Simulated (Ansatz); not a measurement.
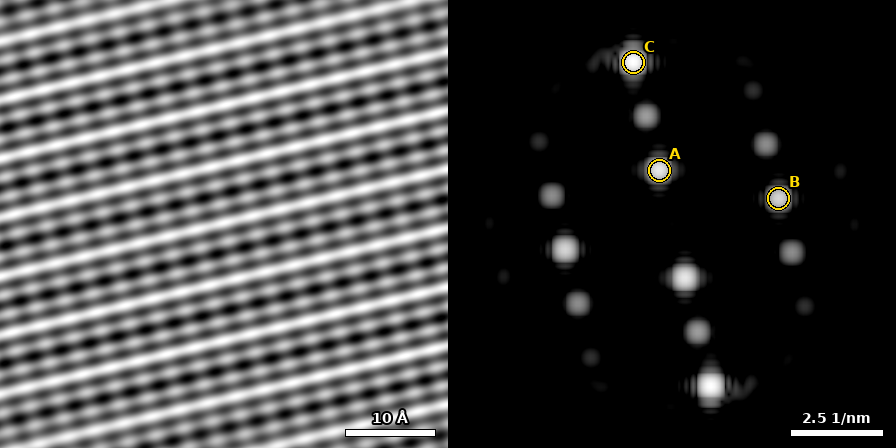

Phase-contrast TEM-like image of a crystal. Simulated in the weak-phase-object approximation with neutral-atom potentials: 300 kV, Cs = 1.20 mm, defocus −583 Å (negative is underfocus), defocus spread 20 Å, aperture 0.49 1/Å.

The right panel is the modulus of the image's Fourier transform on a logarithmic scale.

**Which lattice spacings do the marked spots stand for, and what angle do A and B enclose?**

A: 6.6 Å, B: 3.3 Å, C: 2.2 Å; A and B enclose about 90°.

The crystal is Re (R-3m, No. 166) along [210]; the spots are (0 0 -3), (1 -2 0) and (0 0 -9). Atomic positions: the geometry relaxed with Ansatz, DFT PBE, scalar-relativistic, plane waves, PAW; the starting structure was generated, so it need not be a known form of this composition.
